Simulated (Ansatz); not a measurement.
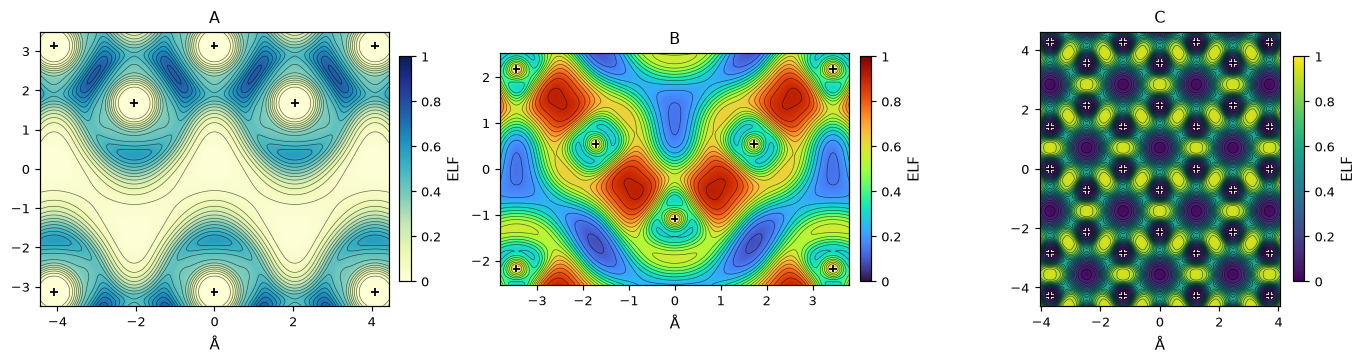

The electron localisation function of 3 systems, each on a plane through atoms (crosses mark nuclei in the plane).

All numbers below come from Ansatz 0.2.0, DFT PBE, scalar-relativistic, plane waves, PAW.

System 1: Ge, the (010) plane of the conventional cell. Space group Pmma; a structure generated by program, which may or may not match a known phase.

```
CELL_PARAMETERS angstrom
4.08872 0.00000 0.00000
0.00000 6.21159 0.00000
0.00000 0.00000 6.26535
ATOMIC_POSITIONS crystal
Ge 0.75000 0.29458 0.11669
Ge 0.25000 0.70542 0.88331
Ge 0.25000 0.29458 0.88331
Ge 0.75000 0.70542 0.11669
Ge 0.25000 0.00000 0.61320
Ge 0.75000 0.00000 0.38680
```

System 2: Si, the (100) plane of the conventional cell. Space group I4₁/amd; a structure generated by program, which may or may not match a known phase.

```xyz
12
Lattice="6.8919 0.0000 0.0000 0.0000 6.8919 0.0000 0.0000 0.0000 4.3444" Properties=species:S:1:pos:R:3 pbc="T T T"
Si    0.0000    0.0000    0.0000
Si    3.4459    3.4459    2.1722
Si    0.0000    3.4459    1.0861
Si    3.4459    0.0000    3.2583
Si    3.4459    1.7230    0.5430
Si    0.0000    5.1689    2.7152
Si    5.1689    0.0000    1.6291
Si    1.7230    3.4459    3.8013
Si    1.7230    0.0000    1.6291
Si    5.1689    3.4459    3.8013
Si    0.0000    1.7230    2.7152
Si    3.4459    5.1689    0.5430
```

System 3: C, the (001) plane of the conventional cell. Space group Cmmm; a structure generated by program, which may or may not match a known phase.

```
C
1.0
     2.46656    0.00000    0.00000
     0.00000    4.27210    0.00000
     0.00000    0.00000   12.93762
C
12
Direct
  0.00000 0.83333 0.66992
  0.50000 0.33333 0.66992
  0.00000 0.16667 0.66992
  0.50000 0.66667 0.66992
  0.00000 0.16667 0.33008
  0.50000 0.66667 0.33008
  0.00000 0.83333 0.33008
  0.50000 0.33333 0.33008
  0.00000 0.66667 0.00000
  0.50000 0.16667 0.00000
  0.00000 0.33333 0.00000
  0.50000 0.83333 0.00000
```

> Which map belongs to which system?

Panel A is system 1, Ge: the plane holds Ge. Ge–Ge (2.51 Å): the ELF peaks at about 0.75 between the atoms. Panel B is system 2, Si: the plane holds Si. Si–Si (2.37 Å): the ELF peaks at about 0.90 between the atoms. Panel C is system 3, C: the plane holds C. C–C (1.42 Å): the ELF peaks at about 0.95 between the atoms.
